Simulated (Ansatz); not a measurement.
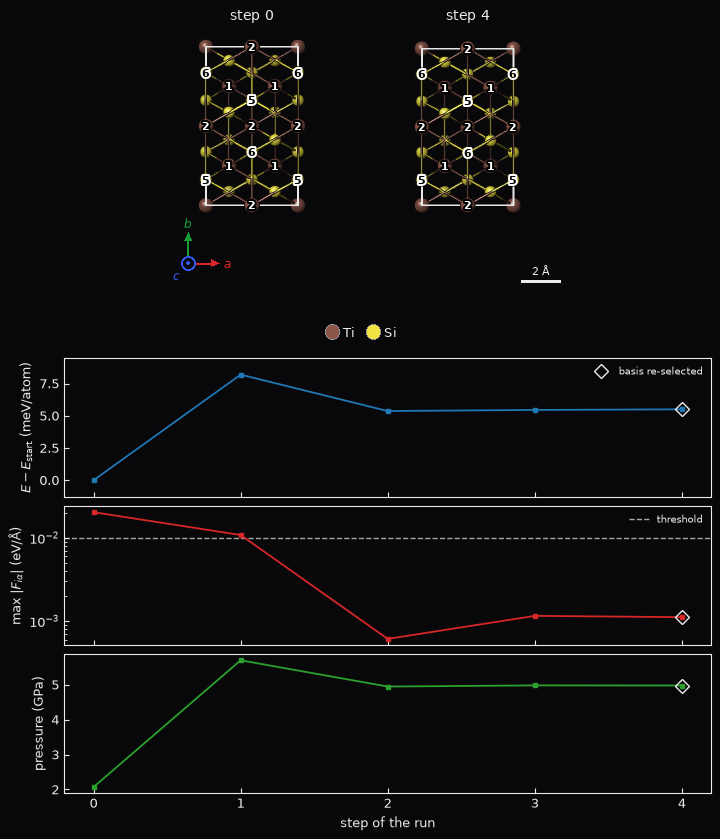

First and last geometry of a relaxation of a crystal of TiSi₂ (set up in Fddd), with the history of the run. A ball-and-stick model of the conventional cell (4 times the calculation's cell), seen along the c axis. Lengths and directions refer to the drawn axes.

The run lets cell and atoms move.

Theory: Ansatz 0.2.0, Kohn-Sham DFT of a periodic cell, PBE, Ansatz PAW.

Input file:
```yaml
crystal:
  lattice:
    - [0.0, 4.1175163063, 4.2628978354]
    - [2.3895119538, 0.0, 4.2628978354]
    - [2.3895119538, 4.1175163063, 0.0]
  atoms:
    - { symbol: Ti, position: [0.75, 0.75, 0.75] }
    - { symbol: Ti, position: [0.5, 0.5, 0.5] }
    - { symbol: Si, position: [0.41256561, 0.08743439, 0.41256561] }
    - { symbol: Si, position: [0.08743439, 0.41256561, 0.08743439] }
    - { symbol: Si, position: [0.16256561, 0.83743439, 0.16256561] }
    - { symbol: Si, position: [0.83743439, 0.16256561, 0.83743439] }
hamiltonian:
  xc: pbe
  pseudopotentials: { kind: paw }
kpoints:
  mp_grid: { grid: [7, 7, 7] }
scf:
  occupations: { method: fermi_dirac, width: 0.05 }
output:
  forces: true
  stress: true
  eigenvalues: true
relax:
  f_tol: 0.01
  max_steps: 40
  cell: { stress_tol: 0.05, p_target: 5.0 }
```

Launched with:
```bash
ansatz run input.yaml --threads 2 --pin off --max-ram 5632MiB --backend cpu --events-out ev --progress --plain --runs-dir out
```

**Did the run converge, and what did it change?**

It converged. The atoms keep their places relative to the cell (all moves are under 0.005 Å). The volume changes by −2.0 %, with a 4.779 → 4.751 Å (−0.6 %), b 8.235 → 8.140 Å (−1.1 %), c 8.526 → 8.506 Å (−0.2 %). Near-neighbour distances that change, for instance: Si–Ti 2.779 → 2.743 Å, Ti–Ti 3.195 → 3.174 Å, Si–Ti 2.739 → 2.721 Å, Si–Ti 2.547 → 2.537 Å. The space group stays Fddd (No. 70). Over 3 accepted moves (4 points after the start) the energy rises by 5.5 meV per atom. With the target pressure of 5 GPa, the enthalpy E + pV changes by −3.1 meV per atom. Largest force component: 0.02 eV/Å at the start, 0.0011 eV/Å at the end. The pressure goes from 2.07 to 4.98 GPa. At 1 point the geometry stayed and the basis and grid were re-selected for the new cell (energy shift of less than 0.05 meV per atom at most each time).

| step | E − E(0), meV/atom | largest force component, eV/Å | pressure, GPa | volume, Å³/atom | note |
| --- | --- | --- | --- | --- | --- |
| 0 | 0.00 | 0.0204 | 2.07 | 13.981 |  |
| 1 | 8.19 | 0.0109 | 5.70 | 13.636 |  |
| 2 | 5.37 | 0.0006 | 4.95 | 13.709 |  |
| 3 | 5.45 | 0.0012 | 4.98 | 13.706 |  |
| 4 | 5.50 | 0.0011 | 4.98 | 13.706 | same geometry, new basis |
